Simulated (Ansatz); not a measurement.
# What a change does: single-point calculation on Ni

System: Ni (1 atom in the cell).
Method of the first run: DFT r2SCAN, scalar-relativistic, plane waves, PAW, spin-polarised (Ansatz 0.2.0).

Text and figures count atoms from 1; the logs count them from 0 in places.

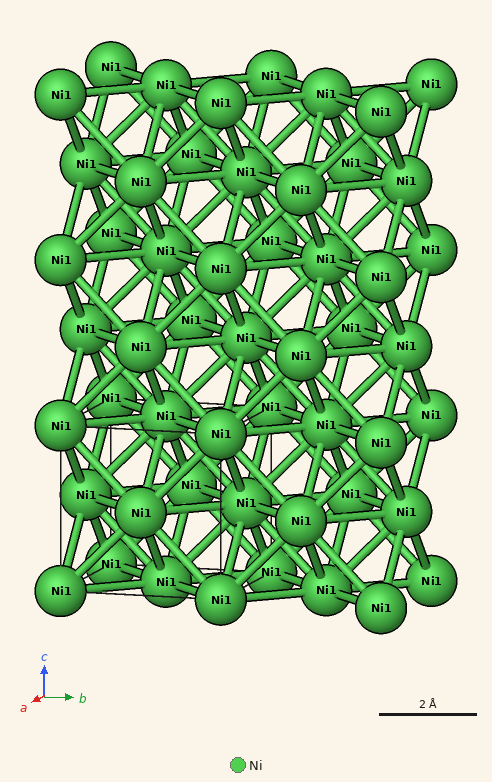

**Figure 1.** The input geometry (ball-and-stick view of the cell 4 times as large as that of the calculation, set on its symmetry axes, repeated 1 × 2 × 3, seen slightly off an axis; atoms are numbered from 1 in the order of the input). Near neighbours in the crystal (not all of them lie inside the picture): Ni has 12 Ni at 2.46 Å.

### The input, the first run
```yaml
crystal:
  lattice:
    - [0.0, 1.7394930238, 1.7394930238]
    - [1.7394930238, 0.0, 1.7394930238]
    - [1.7394930238, 1.7394930238, 0.0]
  atoms:
    - { symbol: Ni, position: [0.0, 0.0, 0.0], spin: 0.5 }
basis:
  ecutwfc: 600
  ecutrho_ratio: 5
kpoints:
  mp_grid: { grid: [20, 20, 20] }
hamiltonian:
  xc: r2scan
scf:
  occupations: { method: gaussian, width: 0.05 }
output:
  forces: true
  stress: true
  eigenvalues: true
  populations: true
magnetization:
  spin_polarized: true
```

Hardware: 2 threads of an x86-64 CPU, shared host.

### Output, shortened to warnings, some set-up lines, iterations and results (the first run)
```
Basis set: ecut = 600 eV, 339 PW (Γ), exchange–correlation on 96×96×96 points (64 copies of the dense FFT grid, shifted against one another)
Symmetry: 48 space group operations
k-points: 256 of 8000
Initial density: superposition of atomic densities (chi_scale 0.1, normalization cell)
[...]
SCF iter   1: F=—  HF=-5844.354369 eV  |F-HF|=—  |Δ(HF+E_count)|=         —  Δρ=7.55e-2 (↑2.35e-2 ↓7.55e-2)  dr2=2.35e-1  dr2_τ=5.40e-3  dr2_m=2.13e-1  M=0.665 μB ∫|m|=0.712 …
SCF iter   2: F=—  HF=-5844.214175 eV  |F-HF|=—  |Δ(HF+E_count)|=         —  Δρ=1.35e-1 (↑7.20e-2 ↓1.35e-1)  dr2=2.95e-1  dr2_τ=5.29e-3  dr2_m=9.92e-1  M=1.160 μB ∫|m|=1.309 …
SCF iter   3: F=—  HF=-5846.452985 eV  |F-HF|=—  |Δ(HF+E_count)|=    2.24e0  Δρ=2.28e-1 (↑1.01e-1 ↓2.28e-1)  dr2=6.17e0  dr2_τ=6.48e-3  dr2_m=4.33e-1  M=0.733 μB ∫|m|=0.909 …
SCF iter   4: F=—  HF=-5845.210917 eV  |F-HF|=—  |Δ(HF+E_count)|=    1.24e0  Δρ=4.77e-2 (↑3.03e-2 ↓4.77e-2)  dr2=2.76e-1  dr2_τ=1.53e-2  dr2_m=9.08e-3  M=0.870 μB ∫|m|=1.058 …
SCF iter   5: F=—  HF=-5845.169589 eV  |F-HF|=—  |Δ(HF+E_count)|=   4.13e-2  Δρ=1.79e-2 (↑1.12e-2 ↓1.79e-2)  dr2=5.89e-2  dr2_τ=6.10e-5  dr2_m=1.39e-3  M=0.819 μB ∫|m|=1.012 …
[... 6 lines ...]
SCF iter  12: F=—  HF=-5845.291480 eV  |F-HF|=—  |Δ(HF+E_count)|=   1.89e-5  Δρ=3.81e-5 (↑3.81e-5 ↓1.41e-5)  dr2=7.35e-8  dr2_τ=1.30e-9  dr2_m=3.16e-8  M=0.755 μB ∫|m|=0.921 …
SCF iter  13: F=—  HF=-5845.291482 eV  |F-HF|=—  |Δ(HF+E_count)|=   2.79e-6  Δρ=1.62e-5 (↑1.62e-5 ↓7.33e-6)  dr2=1.83e-8  dr2_τ=3.41e-10  dr2_m=3.41e-9  M=0.755 μB ∫|m|=0.921 …
SCF iter  14: F=—  HF=-5845.291483 eV  |F-HF|=—  |Δ(HF+E_count)|=   8.15e-7  Δρ=8.91e-6 (↑3.19e-6 ↓8.91e-6)  dr2=8.12e-9  dr2_τ=3.21e-11  dr2_m=1.06e-9  M=0.755 μB ∫|m|=0.921 …
SCF iter  15: F=-5845.291483 eV  HF=-5845.291483 eV  |F-HF|=1.16e-9  |Δ(HF+E_count)|=   2.25e-8  Δρ=1.46e-5 (↑2.57e-6 ↓1.46e-5)  dr2=1.60e-8  dr2_τ=4.51e-11  dr2_m=4.43e-9  …
SCF 1 converged in 15 iterations: F = -5845.291483 eV  dr2 = 1.60e-8
this state was not tested for a lower state beside it, because the mixer in use, unlike msr1, does not test its closes by its own steps (another_mixer; see scf.mixing.algorithm and scf.lower_state_search)
SCF converged after 15 iterations
Magnetization: 0.7552 μB (9.3776 up, 8.6224 down)
Absolute magnetization: 0.9226 μB (∫|ρ↑−ρ↓|, with the PAW one-centre terms)
Spin contamination: 0.0202 ħ² per cell (⟨S²⟩ above its minimum at these occupations)
Per-site moments (μB) at R_I (Å): [(0.8219919370928707, 1.0147560331884298)]
Free energy (F): -5845.291483 eV
Harris-Foulkes:  -5845.291483 eV  (|F-HF|=1.16e-9)
Internal energy: -5845.289682 eV  (E = F + TS)
E sigma→0 (E₀):  -5845.290583 eV
Entropy (-TS):   -0.001801 eV (-1.801 meV/atom)
Fermi energy:    18.880007 eV
--- Per-component energies (eV) ---
  E_band       = -298.440516
  E_kinetic    = 282.123143
  E_local      = -3388.192197  (includes V_loc(G=0)·N_el)
  E_nonlocal   = 640.301160
  E_hartree    = 1418.027509
  E_xc         = -78.956298
  E_vxc        = -117.237122  (∫ρ·V_xc dr)
  E_paw        = -1644.034360  (= ΣΔE_a)
  E_vpaw       = -560.180673  (= ΣTr[D̂ρ^β])
  E_aug_tail   = 0.000073  (compensation charges beyond the density's cutoff)
  E_vtau       = 8.699756  (kinetic-family band-sum trace: ∫τ·v_τ [+ j·A + Jᵃ·Aᵃ] dr)
  E_ewald      = -3074.258643
  E_core_change = -0.300069  (= ΣΔE_core)
  E_smearing   = -0.001801  (= −TS)
  E_closure    = -0.000000  (closes the sum)
  Σ components = -5845.291483   (vs F -5845.291483, Δ=0.00e0)
--- Forces (eV/Å), atoms counted from 1 ---
  atom   1  Ni    -0.00000000     0.00000000     0.00000000
  max |Σ_I F_I| component: 1.56e-31 eV/Å
--- Stress (GPa, compression-positive) ---
       -0.014728      -0.000000      -0.000000
        0.000000      -0.014728      -0.000000
       -0.000000       0.000000      -0.014728
  P = ⅓ Tr σ = -0.0147 GPa (-0.147 kbar)
--- Löwdin populations: 1 site ---
  site symbol       q [e]    m [muB]
     0     Ni     17.7747     0.8035
  spilling = 0.012518 (of n_electrons = 18.000000)
```

For the second run the input was changed thus:
```diff
-    - { symbol: Ni, position: [0.0, 0.0, 0.0], spin: 0.5 }
+    - { symbol: Ni, position: [0.0, 0.0, 0.0], spin: 0.89 }
```

What does this change do to the results?

The energy is the same within 0.01 meV per atom. The number of SCF iterations is the same.

### Output, shortened to warnings, some set-up lines, iterations and results (the second run)
```
Basis set: ecut = 600 eV, 339 PW (Γ), exchange–correlation on 96×96×96 points (64 copies of the dense FFT grid, shifted against one another)
Symmetry: 48 space group operations
k-points: 256 of 8000
Initial density: superposition of atomic densities (chi_scale 0.1, normalization cell)
[...]
SCF iter   1: F=—  HF=-5844.449734 eV  |F-HF|=—  |Δ(HF+E_count)|=         —  Δρ=6.56e-2 (↑1.17e-2 ↓6.56e-2)  dr2=2.75e-1  dr2_τ=5.11e-3  dr2_m=1.12e-1  M=0.898 μB ∫|m|=0.980 …
SCF iter   2: F=—  HF=-5844.081539 eV  |F-HF|=—  |Δ(HF+E_count)|=         —  Δρ=9.19e-2 (↑3.19e-2 ↓9.19e-2)  dr2=2.60e-1  dr2_τ=2.32e-3  dr2_m=3.31e-1  M=1.164 μB ∫|m|=1.338 …
SCF iter   3: F=—  HF=-5846.308109 eV  |F-HF|=—  |Δ(HF+E_count)|=    2.23e0  Δρ=2.23e-1 (↑9.18e-2 ↓2.23e-1)  dr2=5.65e0  dr2_τ=6.03e-3  dr2_m=4.62e-1  M=0.737 μB ∫|m|=0.924 …
SCF iter   4: F=—  HF=-5845.188965 eV  |F-HF|=—  |Δ(HF+E_count)|=    1.12e0  Δρ=4.40e-2 (↑2.95e-2 ↓4.40e-2)  dr2=2.42e-1  dr2_τ=1.40e-2  dr2_m=6.66e-3  M=0.870 μB ∫|m|=1.064 …
SCF iter   5: F=—  HF=-5845.160051 eV  |F-HF|=—  |Δ(HF+E_count)|=   2.89e-2  Δρ=1.83e-2 (↑1.08e-2 ↓1.83e-2)  dr2=5.91e-2  dr2_τ=6.09e-5  dr2_m=1.67e-3  M=0.821 μB ∫|m|=1.017 …
[... 6 lines ...]
SCF iter  12: F=—  HF=-5845.291480 eV  |F-HF|=—  |Δ(HF+E_count)|=   1.20e-5  Δρ=3.51e-5 (↑3.51e-5 ↓1.36e-5)  dr2=8.07e-8  dr2_τ=1.06e-9  dr2_m=1.93e-8  M=0.755 μB ∫|m|=0.921 …
SCF iter  13: F=—  HF=-5845.291483 eV  |F-HF|=—  |Δ(HF+E_count)|=   2.72e-6  Δρ=1.70e-5 (↑1.70e-5 ↓5.73e-6)  dr2=1.45e-8  dr2_τ=2.97e-10  dr2_m=6.59e-9  M=0.755 μB ∫|m|=0.921 …
SCF iter  14: F=—  HF=-5845.291483 eV  |F-HF|=—  |Δ(HF+E_count)|=   4.75e-7  Δρ=4.69e-6 (↑2.58e-6 ↓4.69e-6)  dr2=2.83e-9  dr2_τ=1.88e-11  dr2_m=1.79e-10  M=0.755 μB …
SCF iter  15: F=-5845.291483 eV  HF=-5845.291483 eV  |F-HF|=5.15e-9  |Δ(HF+E_count)|=   2.80e-8  Δρ=1.40e-5 (↑3.05e-6 ↓1.40e-5)  dr2=1.68e-8  dr2_τ=4.02e-11  dr2_m=3.44e-9  …
SCF 1 converged in 15 iterations: F = -5845.291483 eV  dr2 = 1.68e-8
this state was not tested for a lower state beside it, because the mixer in use, unlike msr1, does not test its closes by its own steps (another_mixer; see scf.mixing.algorithm and scf.lower_state_search)
SCF converged after 15 iterations
Magnetization: 0.7552 μB (9.3776 up, 8.6224 down)
Absolute magnetization: 0.9226 μB (∫|ρ↑−ρ↓|, with the PAW one-centre terms)
Spin contamination: 0.0202 ħ² per cell (⟨S²⟩ above its minimum at these occupations)
Per-site moments (μB) at R_I (Å): [(0.8219960791729555, 1.0147560331884298)]
Free energy (F): -5845.291483 eV
Harris-Foulkes:  -5845.291483 eV  (|F-HF|=5.15e-9)
Internal energy: -5845.289682 eV  (E = F + TS)
E sigma→0 (E₀):  -5845.290583 eV
Entropy (-TS):   -0.001801 eV (-1.801 meV/atom)
Fermi energy:    18.880006 eV
--- Per-component energies (eV) ---
  E_band       = -298.440669
  E_kinetic    = 282.123102
  E_local      = -3388.192588  (includes V_loc(G=0)·N_el)
  E_nonlocal   = 640.301263
  E_hartree    = 1418.027826
  E_xc         = -78.956280
  E_vxc        = -117.237094  (∫ρ·V_xc dr)
  E_paw        = -1644.034367  (= ΣΔE_a)
  E_vpaw       = -560.180903  (= ΣTr[D̂ρ^β])
  E_aug_tail   = 0.000073  (compensation charges beyond the density's cutoff)
  E_vtau       = 8.699754  (kinetic-family band-sum trace: ∫τ·v_τ [+ j·A + Jᵃ·Aᵃ] dr)
  E_ewald      = -3074.258643
  E_core_change = -0.300069  (= ΣΔE_core)
  E_smearing   = -0.001801  (= −TS)
  E_closure    = -0.000000  (closes the sum)
  Σ components = -5845.291483   (vs F -5845.291483, Δ=0.00e0)
--- Forces (eV/Å), atoms counted from 1 ---
  atom   1  Ni    -0.00000000    -0.00000000     0.00000000
  max |Σ_I F_I| component: 1.64e-31 eV/Å
--- Stress (GPa, compression-positive) ---
       -0.014635       0.000000      -0.000000
       -0.000000      -0.014635       0.000000
       -0.000000       0.000000      -0.014635
  P = ⅓ Tr σ = -0.0146 GPa (-0.146 kbar)
--- Löwdin populations: 1 site ---
  site symbol       q [e]    m [muB]
     0     Ni     17.7747     0.8035
  spilling = 0.012518 (of n_electrons = 18.000000)
```

### The two runs side by side

```csv
quantity,the first run,the second run
outcome,converged,converged
free energy per atom (eV),−5845.2915,−5845.2915
"energy per atom, smearing taken to zero (eV)",−5845.2906,−5845.2906
gap on the mesh (eV),0.00,0.00
net moment of the cell (μB),0.76,0.76
absolute moment of the cell (μB),0.92,0.92
pressure (GPa),−0.01,−0.01
largest force (eV/Å),0.000,0.000
SCF iterations,15,15
irreducible k-points,256,256
plane waves at Γ,339,339
wall time (shared host),17 s,17 s
```

For both runs: Warnings: the state was not tested for a lower one.
